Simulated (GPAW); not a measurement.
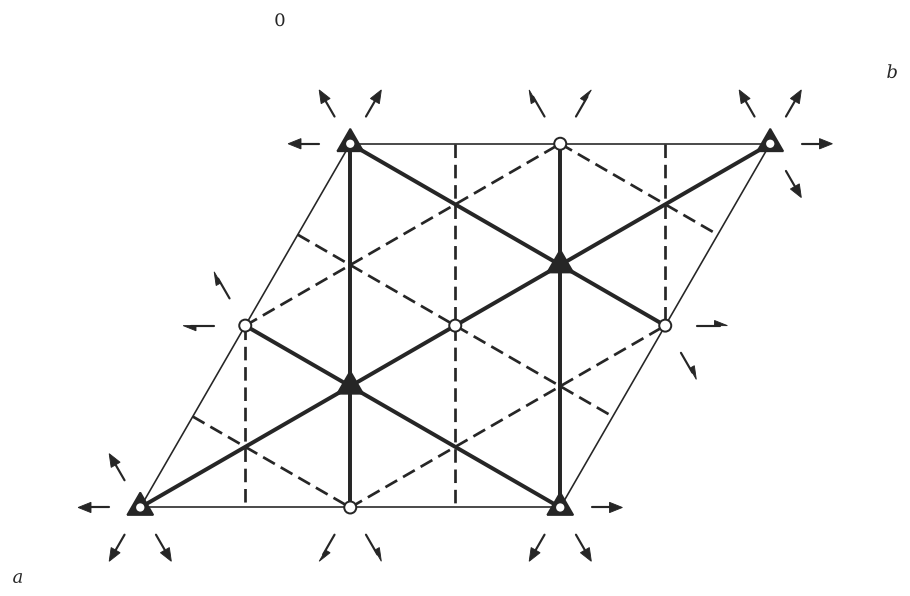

Symmetry elements of a space group, projected down c, computed from the operations of a computed or model structure of composition MoS2.

Symbols follow the International Tables: origin at the upper left, the third axis towards the viewer; heavy, dashed, dotted, dash-dotted and dash-dot-dot lines are mirror, in-plane glide, out-of-plane glide, diagonal (n; with arrows d) and double (e) glide planes seen edge on; arrows at the rim are 2 (full head) and 2₁ (half head) axes in the plane; the corner sign is a plane parallel to the page; fractions are heights. Handed screw axes carry their printed symbol instead of tails.

Question: Give the Hermann–Mauguin symbol and number.

Answer: P-3m1, No. 164; primitive trigonal (hexagonal lattice), point group -3m, 12 general positions a cell.

Question: List the elements shown.

Answer: −3 axes along c at (0, 0); 3 axes along c at (1/3, 2/3), (2/3, 1/3); inversion centres at (0, 0), (0, 1/2), (1/2, 0), (1/2, 1/2); mirror planes holding c and [1 2 0] or [2 1 0] or [−1 1 0]; in-plane glide planes holding c and [1 2 0] or [2 1 0] or [−1 1 0]; 2 axes along [1 1 0] at height 0; 2 axes along a at height 0; 2 axes along b at height 0; 2₁ axes along [1 1 0] at height 0; 2₁ axes along a at height 0; 2₁ axes along b at height 0. Heights repeat every half period; positions are (a, b) fractions, modulo 1.
